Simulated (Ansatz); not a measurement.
# Ni: searching below the plain SCF, part 2 of 2

Plain starts of Ni have been run. Do the further runs listed below go lower? Ni is taken in the deposited crystal structure (space group Fm-3m, primitive cell doubled), 2 atoms in the cell. Source: COD entry 9011597, which need not be the ambient phase.

Ansatz 0.2.0; DFT PBE, PAW, plane waves, scalar-relativistic. Earlier steps stand in the parts before.

## (4) The moments typed in its input, symmetry off, plain SCF

input.yaml reads:

```yaml
crystal:
  lattice:
    - [-1.76, -3.52, -1.76]
    - [-1.76, 0.0, -1.76]
    - [1.76, 0.0, -1.76]
  atoms:
    - { symbol: Ni, position: [0.0, 0.0, 0.0], spin: 2.0 }
    - { symbol: Ni, position: [0.5, 0.0, 0.5], spin: 2.0 }
  symmetry: { detect: false, time_reversal: true }
magnetization:
  spin_polarized: true
hamiltonian:
  xc: pbe
  pseudopotentials: { kind: paw }
basis:
  ecutwfc: 420
kpoints:
  mp_grid: { grid: [8, 14, 11] }
scf:
  occupations: { method: fermi_dirac, width: 0.1 }
  lower_state_search: "off"
output:
  forces: true
  stress: true
  write_density: true
  write_potential: true
  elf: true
  volumetric_format: npy
```

The run is started by

```bash
$ ansatz run input.yaml --threads 2 --pin off --max-ram 5120MiB --backend cpu --events-out ev --progress --plain --runs-dir out
```

The log of the run:

```text
[... 11 lines as in an earlier run ...]
Symmetry: 1 space group operations
k-points: 618 of 1232 (time reversal used)
[... 4 lines as in an earlier run ...]
Starting moments: Σ|m| = 4 μB on 2 of 2 sites
[... 2 lines as in an earlier run ...]
iter 1 solved again at ethr=5.13e-5 eV; its pass at ethr=3.10e-3 eV (dr2=1.85e-2 eV) is discarded
SCF iter   1: F=—  HF=-11678.939221 eV  |F-HF|=—  |Δ(HF+E_count)|=         —  Δρ=1.27e-1 (↑1.16e-1 ↓1.27e-1)  dr2=1.84e-2  dr2_m=2.94e0  M=1.872 μB ∫|m|=2.082 μB  β_m=0.30  ethr=5.13e-5  ⟨swp⟩=1.1  Hψ=145827  notcnv=0
Mixer restart at iter 1: flushing history
preconditioner: auto → none  [metal: Δε(μ)=0.001 eV  Ē_g=11.644 eV  σ=0.100 eV  W_gap=0.00  n_scr=6 (ndim 8)  ℏωp=35.6 eV  f_vac=0.000  D(μ)=3.06/eV (n_scr^D=36)  sad-step TF]
spin-set hold released at iteration 1 (the charge has settled, or the pull on large starting moments outlasts its swing): the magnetisation degrees of freedom join the quasi-Newton model from the next iteration; the mixer history was flushed
SCF iter   2: F=—  HF=-11679.164399 eV  |F-HF|=—  |Δ(HF+E_count)|=   2.25e-1  Δρ=1.03e-1 (↑8.90e-2 ↓1.03e-1)  dr2=2.59e-2  dr2_m=1.83e0  M=1.729 μB ∫|m|=1.961 μB  β_m=0.58  ethr=5.12e-5  ⟨swp⟩=2.5  Hψ=45298  notcnv=0
SCF iter   3: F=—  HF=-11679.555383 eV  |F-HF|=—  |Δ(HF+E_count)|=   3.91e-1  Δρ=3.40e-2 (↑3.40e-2 ↓1.71e-2)  dr2=3.05e-1  dr2_m=1.45e-2  M=1.352 μB ∫|m|=1.584 μB  β_m=0.45  ethr=5.12e-5  ⟨swp⟩=2.3  Hψ=60550  notcnv=0
SCF iter   4: F=—  HF=-11679.491846 eV  |F-HF|=—  |Δ(HF+E_count)|=   6.35e-2  Δρ=5.35e-3 (↑4.14e-3 ↓5.35e-3)  dr2=1.01e-3  dr2_m=4.18e-3  M=1.243 μB ∫|m|=1.480 μB  β_m=0.61  ethr=5.12e-5  ⟨swp⟩=2.0  Hψ=67363  notcnv=0  defer=546
SCF iter   5: F=—  HF=-11679.494600 eV  |F-HF|=—  |Δ(HF+E_count)|=   2.75e-3  Δρ=2.82e-3 (↑2.82e-3 ↓1.86e-3)  dr2=3.00e-4  dr2_m=9.64e-4  M=1.239 μB ∫|m|=1.449 μB  β_m=0.80  ethr=2.82e-6  ⟨swp⟩=2.3  Hψ=47758  notcnv=0  defer=546
[... 4 lines left out ...]
SCF iter  10: F=—  HF=-11679.496346 eV  |F-HF|=—  |Δ(HF+E_count)|=   1.28e-6  Δρ=3.09e-5 (↑1.30e-5 ↓3.09e-5)  dr2=2.10e-7  dr2_m=2.84e-8  M=1.237 μB ∫|m|=1.414 μB  β_m=0.85  ethr=1.78e-9  ⟨swp⟩=2.0  Hψ=41471  notcnv=0  defer=548
iter 11 met the thresholds in force, and the SCF goes on: an eigenvalue changes by 1.06 meV, over its tolerance of 0.50 meV (output.eigenvalues, Limitations)
SCF iter  11: F=-11679.496346 eV  HF=-11679.496346 eV  |F-HF|=4.43e-8  |Δ(HF+E_count)|=   8.80e-9  Δρ=1.29e-5 (↑4.61e-6 ↓1.29e-5)  dr2=4.71e-8  dr2_m=3.97e-9  M=1.237 μB ∫|m|=1.414 μB  β_m=0.92  ethr=2.78e-10  ⟨swp⟩=9.2  Hψ=173829  notcnv=0
SCF iter  12: F=-11679.496346 eV  HF=-11679.496346 eV  |F-HF|=4.40e-9  |Δ(HF+E_count)|=  2.29e-10  Δρ=4.34e-6 (↑1.97e-6 ↓4.34e-6)  dr2=4.41e-9  dr2_m=3.47e-10  M=1.237 μB ∫|m|=1.414 μB  ethr=1.31e-10  ⟨swp⟩=5.3  Hψ=155501  notcnv=0
SCF 1 converged in 12 iterations: F = -11679.496346 eV  dr2 = 4.41e-9
SCF converged after 12 iterations
an eigenvalue changed by more than its tolerance at an iteration that met the thresholds in force, so the SCF went on 1 time: the last check found none over its tolerance
Magnetization: 1.2370 μB (18.6185 up, 17.3815 down)
Absolute magnetization: 1.4156 μB (∫|ρ↑−ρ↓|, with the PAW one-centre terms)
Spin contamination: 0.0133 ħ² per cell (⟨S²⟩ above its minimum at these occupations)
Per-site moments (μB) at R_I (Å): [(0.6563797641731726, 1.026719046282867), (0.6563907076384018, 1.026719046282867)]
Free energy (F): -11679.496346 eV
Harris-Foulkes:  -11679.496346 eV  (|F-HF|=4.40e-9)
Internal energy: -11679.388248 eV  (E = F + TS)
E sigma→0 (E₀):  -11679.442297 eV
Entropy (-TS):   -0.108098 eV (-54.049 meV/atom)
Fermi energy:    18.122908 eV
[... 29 lines left out: energy terms, forces, stress, bands ...]
```

It took 2.2 min on 2 threads of Intel Xeon at 2.50GHz (Skylake/Cascade Lake), shared host; peak memory 0.82 GiB.

Nothing new: the 12 iterations lead to the state found in step 1 (ferromagnetic).

## (5) The moments typed in its input, standard search for lower states

Changes to input.yaml since step 4:

```diff
@@ -8,3 +8,2 @@
     - { symbol: Ni, position: [0.5, 0.0, 0.5], spin: 2.0 }
-  symmetry: { detect: false, time_reversal: true }
 magnetization:
@@ -20,3 +19,3 @@
   occupations: { method: fermi_dirac, width: 0.1 }
-  lower_state_search: "off"
+  lower_state_search: standard
 output:
```

The run is started by

```bash
$ ansatz run input.yaml --threads 2 --pin off --max-ram 5120MiB --backend cpu --events-out ev --progress --plain --runs-dir out
```

The log of the run:

```text
[... 1 line as in an earlier run ...]
the run goes by scf.lower_state_search standard: where its kind and settings allow, a search for a lower-energy state can add stability tests and further SCF calculations, which can take several times, in some runs tens of times, as long as the SCF (see the manual's entry of the key); [...]
[... 17 lines as in an earlier run ...]
Starting moments: Σ|m| = 4 μB on 2 of 2 sites
[... 2 lines as in an earlier run ...]
SCF iter   1: F=—  HF=-11678.299935 eV  |F-HF|=—  |Δ(HF+E_count)|=         —  Δρ=1.67e-1 (↑1.67e-1 ↓8.69e-2)  dr2=1.16e0  dr2_m=3.12e0  M=1.885 μB ∫|m|=2.028 μB  β_m=0.30  ethr=3.10e-3  ⟨swp⟩=4.9  Hψ=59856  notcnv=0
Mixer restart at iter 1: flushing history
preconditioner: auto → none  [metal: Δε(μ)=0.004 eV  Ē_g=10.824 eV  σ=0.100 eV  W_gap=0.01  n_scr=6 (ndim 8)  ℏωp=35.6 eV  f_vac=0.000  D(μ)=2.95/eV (n_scr^D=36)  sad-step TF]
SCF iter   2: F=—  HF=-11677.999648 eV  |F-HF|=—  |Δ(HF+E_count)|=   3.00e-1  Δρ=1.10e-1 (↑9.56e-2 ↓1.10e-1)  dr2=2.95e-2  dr2_m=2.08e0  M=1.693 μB ∫|m|=1.843 μB  β_m=0.61  ethr=3.10e-3  ⟨swp⟩=2.7  Hψ=30218  notcnv=0  defer=231
SCF iter   3: F=—  HF=-11679.460260 eV  |F-HF|=—  |Δ(HF+E_count)|=    1.46e0  Δρ=7.72e-2 (↑7.72e-2 ↓1.67e-2)  dr2=5.90e-1  dr2_m=3.70e-1  M=1.506 μB ∫|m|=1.688 μB  β_m=0.67  ethr=8.20e-5  ⟨swp⟩=3.6  Hψ=43686  notcnv=0  defer=231
SCF iter   4: F=—  HF=-11679.508068 eV  |F-HF|=—  |Δ(HF+E_count)|=   4.78e-2  Δρ=1.50e-2 (↑7.54e-3 ↓1.50e-2)  dr2=6.42e-2  dr2_m=2.91e-3  M=1.237 μB ∫|m|=1.430 μB  β_m=0.84  ethr=8.20e-5  ⟨swp⟩=2.0  Hψ=38653  notcnv=0  defer=315
[... 3 lines left out ...]
SCF iter   8: F=—  HF=-11679.496346 eV  |F-HF|=—  |Δ(HF+E_count)|=   3.75e-7  Δρ=3.50e-5 (↑3.50e-5 ↓2.51e-5)  dr2=4.39e-7  dr2_m=1.24e-8  M=1.237 μB ∫|m|=1.414 μB  β_m=0.98  ethr=3.42e-8  ⟨swp⟩=2.2  Hψ=22952  notcnv=0  defer=313
SCF iter   9: F=—  HF=-11679.496346 eV  |F-HF|=—  |Δ(HF+E_count)|=   3.36e-8  Δρ=1.10e-6 (↑1.10e-6 ↓8.24e-7)  dr2=1.71e-10  dr2_m=1.06e-10  M=1.237 μB ∫|m|=1.414 μB  β_m=0.99  ethr=1.22e-9  ⟨swp⟩=2.2  Hψ=24327  notcnv=0  defer=313
SCF iter  10: F=-11679.496346 eV  HF=-11679.496346 eV  |F-HF|=1.04e-10  |Δ(HF+E_count)|=  8.13e-10  Δρ=1.13e-6 (↑3.38e-7 ↓1.13e-6)  dr2=1.09e-10  dr2_m=3.80e-11  M=1.237 μB ∫|m|=1.414 μB  ethr=1.00e-12  ⟨swp⟩=6.2  Hψ=88897  notcnv=0
SCF 1 converged in 10 iterations: F = -11679.496346 eV  dr2 = 1.09e-10
SCF converged after 10 iterations
Magnetization: 1.2370 μB (18.6185 up, 17.3815 down)
Absolute magnetization: 1.4156 μB (∫|ρ↑−ρ↓|, with the PAW one-centre terms)
Spin contamination: 0.0133 ħ² per cell (⟨S²⟩ above its minimum at these occupations)
Per-site moments (μB) at R_I (Å): [(0.6563871815793211, 1.026719046282867), (0.6563871815793209, 1.026719046282867)]
Free energy (F): -11679.496346 eV
Harris-Foulkes:  -11679.496346 eV  (|F-HF|=1.04e-10)
Internal energy: -11679.388248 eV  (E = F + TS)
E sigma→0 (E₀):  -11679.442297 eV
Entropy (-TS):   -0.108098 eV (-54.049 meV/atom)
Fermi energy:    18.122883 eV
[... 29 lines left out: energy terms, forces, stress, bands ...]
```

It took 47 s on 2 threads of Intel Xeon at 2.50GHz (Skylake/Cascade Lake), shared host; peak memory 0.59 GiB.

The run ends in the same state as step 1 (ferromagnetic); it took 10 iterations.

## (6) All ends together

| step | iterations | state | moments of Ni1 Ni2 (μB) | total (μB) | gap (eV) | pressure (GPa) | above lowest (meV/atom) |
| --- | --- | --- | --- | --- | --- | --- | --- |
| 1 | 10 | 1 | 0.66 0.66 | 1.24 | none | 0.0 | 0.0 |
| 2 | 10 | 1 | 0.66 0.66 | 1.24 | none | 0.0 | 0.0 |
| 3 | 21 | 1 | 0.66 0.66 | 1.24 | none | 0.0 | 0.0 |
| 4 | 12 | 1 | 0.66 0.66 | 1.24 | none | 0.0 | 0.0 |
| 5 | 10 | 1 | 0.66 0.66 | 1.24 | none | 0.0 | 0.0 |

States are numbered from the lowest. Starts by step: 2 parallel moments, default search for lower states; 3 opposed moments +-, default search for lower states; 4 the moments typed in its input, symmetry off, plain SCF; 5 the moments typed in its input, standard search for lower states. Step 1 is the best of the earlier plain starts.

The 4 runs of this session took 7.7 min in all, from 47 s to 3.9 min each.

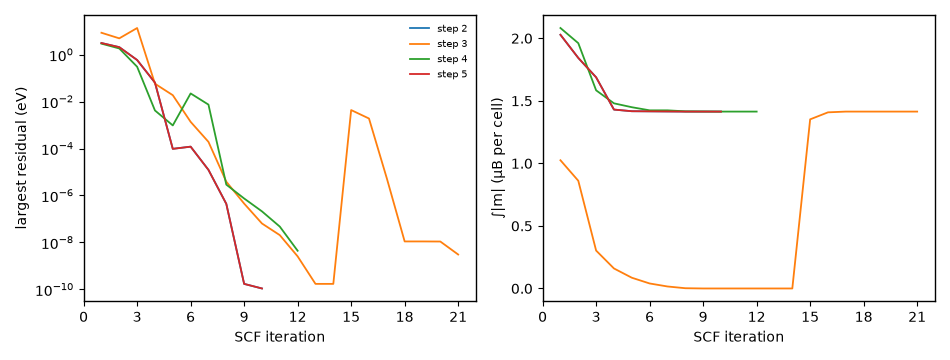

Residual and absolute moment along the iterations.

## (7) Summary of results

This closing draws on all 2 parts.

| quantity | value |
| --- | --- |
| distinct states | 1 from 5 converged runs, the best start of step 1 counted |
| lowest state | ferromagnetic |
| its moments | Ni1 0.66, Ni2 0.66 μB |
| total moment | 1.24 μB per cell |
| gap on the k-mesh | none |
| pressure | 0.0 GPa |
| largest force | 0.000 eV/Å |

In words: No run goes below the best plain start. The 5 converged runs end in 1 distinct state. The search isn't exhaustive: larger magnetic cells and non-collinear orders weren't tried. The mesh has less symmetry than the lattice, which lowers the symmetry of the run.
